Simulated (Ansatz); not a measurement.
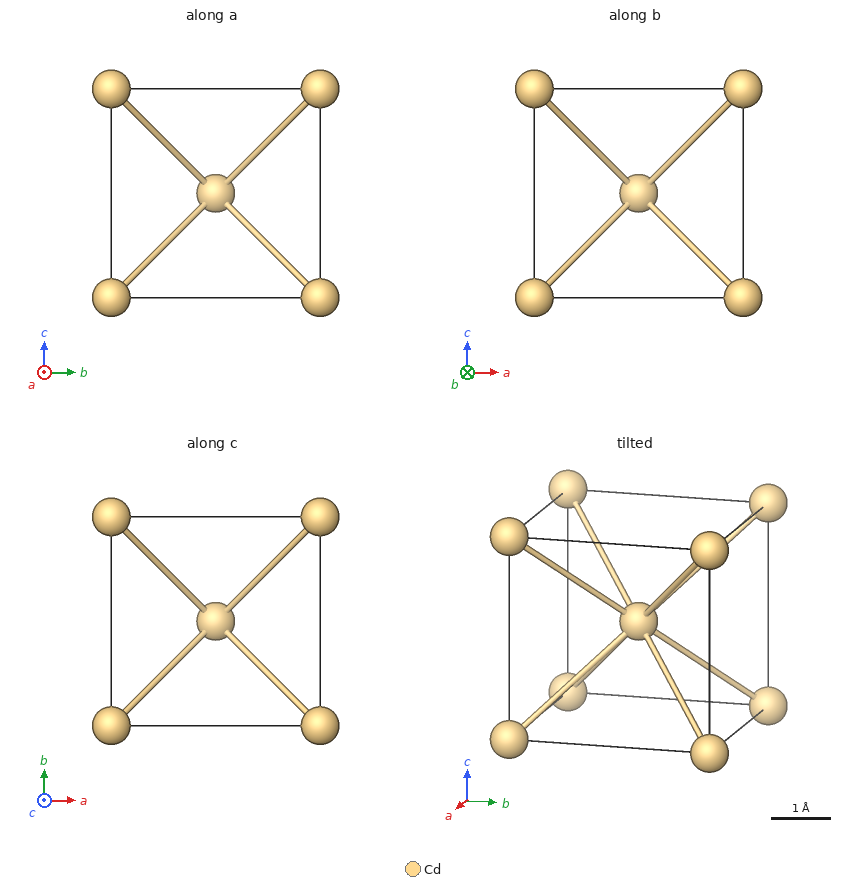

We look at a ball-and-stick model of the crystal along the a axis, along the b axis, along the c axis and slightly off an axis. The lines enclose the conventional unit cell; boundary atoms appear with their images.

Lattice parameters: a = 3.5539 Å, b = 3.5539 Å, c = 3.5539 Å, α = 90.000°, β = 90.000°, γ = 90.000°.

Q: Record the structure as a CIF with its space group and independent sites.

A:
```cif
data_structure
_symmetry_space_group_name_H-M 'I m -3 m'
_symmetry_Int_Tables_number 229
_cell_length_a 3.5539
_cell_length_b 3.5539
_cell_length_c 3.5539
_cell_angle_alpha 90.000
_cell_angle_beta 90.000
_cell_angle_gamma 90.000
_cell_volume 44.89
loop_
_atom_site_label
_atom_site_type_symbol
_atom_site_symmetry_multiplicity
_atom_site_Wyckoff_symbol
_atom_site_fract_x
_atom_site_fract_y
_atom_site_fract_z
_atom_site_occupancy
Cd1 Cd 2 a 0.0000 0.0000 0.0000 1
```

It goes back to a structure type filled with this element by a generator (whether the element takes this form wasn't checked). Earlier steps of the study may have refined or changed the cell and positions. It was the input of a calculation with Ansatz.
